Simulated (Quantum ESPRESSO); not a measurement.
## TiAl: 7 runs along one coordinate

System: TiAl (Pm-3m, 2 atoms in the cell).
Method: Kohn-Sham DFT of a periodic cell, PBE, SSSP 1.3 efficiency PBE, no spin polarisation (Quantum ESPRESSO 7.5).

The 7 runs differ only in the geometry, by an even scaling of the cell at fixed fractional positions. The structure derives from a Materials Project entry.

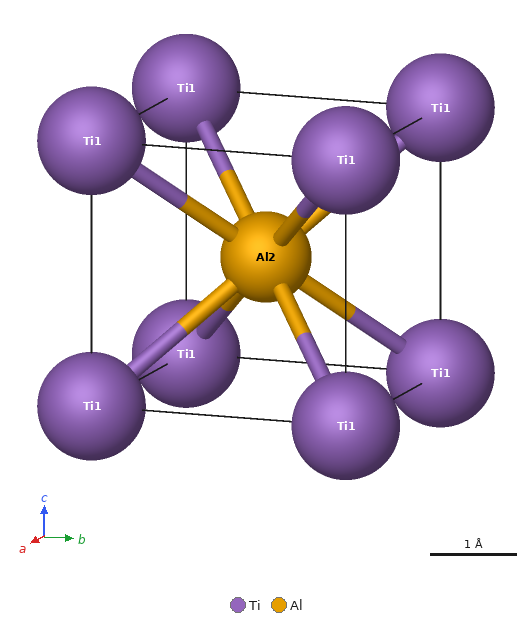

Figure 1. The structure of run 4 (ball-and-stick view of the cell of the calculation, seen slightly off an axis; atoms are numbered from 1 in the order of the input).

### The input of run 4
```
&CONTROL
  calculation = 'scf'
  prefix = 'pwscf'
  outdir = './tmp'
  pseudo_dir = './pseudo'
  tprnfor = .true.
  tstress = .true.
  disk_io = 'low'
/
&SYSTEM
  ibrav = 0
  nat = 2
  ntyp = 2
  ecutwfc = 55
  ecutrho = 440
  nbnd = 13
  occupations = 'smearing'
  smearing = 'fd'
  degauss = 0.00367493
/
&ELECTRONS
  conv_thr = 4d-10
  electron_maxstep = 120
  mixing_beta = 0.5
/
ATOMIC_SPECIES
Ti    47.8670 ti_pbe_v1.4.uspp.F.UPF
Al    26.9815 Al.pbe-n-kjpaw_psl.1.0.0.UPF
CELL_PARAMETERS angstrom
   3.1790640000    0.0000000000    0.0000000000
   0.0000000000    3.1790640000    0.0000000000
   0.0000000000    0.0000000000    3.1790640000
ATOMIC_POSITIONS crystal
Ti     0.0000000000    0.0000000000    0.0000000000
Al     0.5000000000    0.5000000000    0.5000000000
K_POINTS automatic
8 8 8 0 0 0
```

### File pp_density.in of run 4
```
&INPUTPP
  prefix = 'pwscf'
  outdir = './tmp'
  filplot = 'density.dat'
  plot_num = 0
/
&PLOT
  nfile = 1
  filepp(1) = 'density.dat'
  iflag = 3
  output_format = 6
  fileout = 'density.cube'
/
```

### File pp_potential.in of run 4
```
&INPUTPP
  prefix = 'pwscf'
  outdir = './tmp'
  filplot = 'potential.dat'
  plot_num = 11
/
&PLOT
  nfile = 1
  filepp(1) = 'potential.dat'
  iflag = 3
  output_format = 6
  fileout = 'potential.cube'
/
```

Command:
```bash
OMP_NUM_THREADS=1 pw.x -in pw.in > pw.out
OMP_NUM_THREADS=1 pp.x -in pp_density.in > pp_density.out
OMP_NUM_THREADS=1 pp.x -in pp_potential.in > pp_potential.out
```

Run 6 has the same physical settings and fractional positions; its lattice vectors (Å) are:
```
   3.220899    0.000000    0.000000
   0.000000    3.220899    0.000000
   0.000000    0.000000    3.220899
```

### Results, with one run withheld

```tsv
run	volume per atom (Å³)	free energy per atom, from the lowest run given (meV)	pressure (GPa)
1	15.101	28.34	8.94
2	15.422	13.43	5.98
3	15.743	4.16	3.30
4	16.065	0.00	0.88
5	16.386	0.46	−1.31
6	16.707	?	?
7	17.028	13.54	−5.09
```

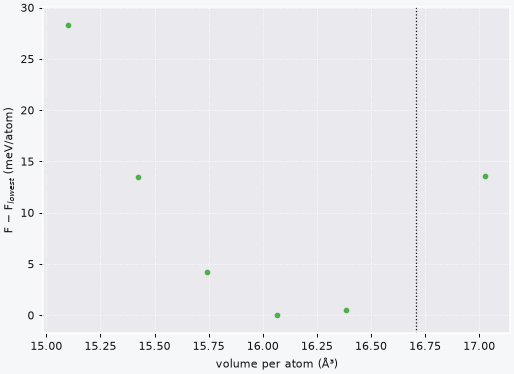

Figure 2. Free energy per atom of the runs given; the dotted line marks run 6.

Estimate the energy of run 6 from the others.

A cubic polynomial in V^(−2/3) (the Birch–Murnaghan form), fitted to the 6 runs given, misses them by at most 0.01 meV per atom. With x = V^(−2/3) − 0.15791 Å⁻², it reads F = 1.0781 + 1721.6 x + 5.2018e+05 x² + 41136 x³ (meV per atom). At run 6 it gives 5.11 meV per atom, and the run itself gives 5.11. The slope of the fit gives a pressure −dF/dV of −3.29 GPa there, and the run prints −3.29 GPa. The fit has its minimum at 16.190 Å³ per atom, where V d²F/dV² gives 112 GPa: the bulk modulus at this level, since symmetry fixes the shape and the positions.

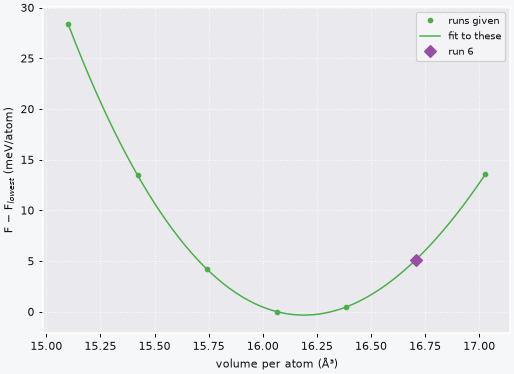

Figure 3. The fit and the withheld run.

### Some lines of the output (run 6)
```
[...]
     total energy              =    -158.56751895 Ry
     total energy              =    -158.69951445 Ry
     total energy              =    -158.78879974 Ry
     total energy              =    -158.79136924 Ry
     total energy              =    -158.79176032 Ry
     total energy              =    -158.79179370 Ry
     total energy              =    -158.79179894 Ry
     total energy              =    -158.79179915 Ry
     total energy              =    -158.79179916 Ry
     the Fermi energy is    10.9323 ev
!    total energy              =    -158.79179916 Ry
     The total energy is F=E-TS. E is the sum of the following terms:
     Computing stress (Cartesian axis) and pressure
          total   stress  (Ry/bohr**3)                   (kbar)     P=      -32.88
```

Notes on the run: negative rho.
